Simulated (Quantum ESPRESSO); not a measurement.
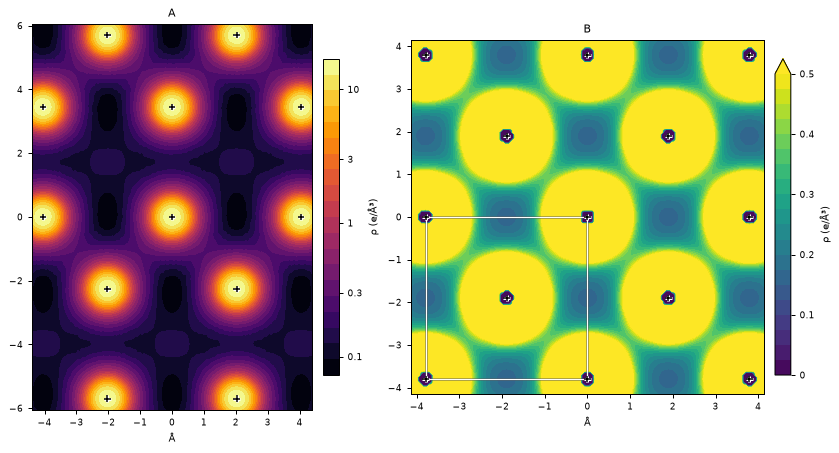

The valence electron density of 2 systems, each on a plane through atoms (crosses mark nuclei in the plane).

The calculation used Kohn-Sham DFT of a periodic cell, PBEsol, GBRV 1.5 PBEsol in Quantum ESPRESSO 7.5.

System 1: Rh, the (010) plane of the conventional cell. Space group Fm-3m; computed pressure about −3 GPa in this cell.

```yaml
crystal:
  lattice:
    - [3.79570, 0.00000, 0.00000]
    - [0.00000, 3.79570, 0.00000]
    - [0.00000, 0.00000, 3.79570]
  atoms:
    - { symbol: Rh, position: [0.00000, 0.00000, 0.00000] }
    - { symbol: Rh, position: [0.50000, 0.50000, 0.00000] }
    - { symbol: Rh, position: [0.50000, 0.00000, 0.50000] }
    - { symbol: Rh, position: [0.00000, 0.50000, 0.50000] }
```

System 2: Sb, the (110) plane of the conventional cell. Space group I4/mcm; a structure from a database of computed crystals, not necessarily the ambient phase.

```xyz
8
Lattice="8.0600 0.0000 0.0000 0.0000 8.0600 0.0000 0.0000 0.0000 4.0510" Properties=species:S:1:pos:R:3 pbc="T T T"
Sb    5.2492    1.2192    0.0000
Sb    1.2192    5.2492    2.0255
Sb    2.8109    1.2192    2.0255
Sb    6.8409    5.2492    0.0000
Sb    2.8109    6.8409    0.0000
Sb    6.8409    2.8109    2.0255
Sb    1.2192    2.8109    0.0000
Sb    5.2492    6.8409    2.0255
```

### Match each panel to its system.

Panel A is system 2, Sb: the plane holds Sb. Sb–Sb (3.03 Å): the density is about 0.28 e/Å³ at the midpoint. Panel B is system 1, Rh: the plane holds Rh. Rh–Rh (2.68 Å): ρ is about 0.37 e/Å³ halfway.
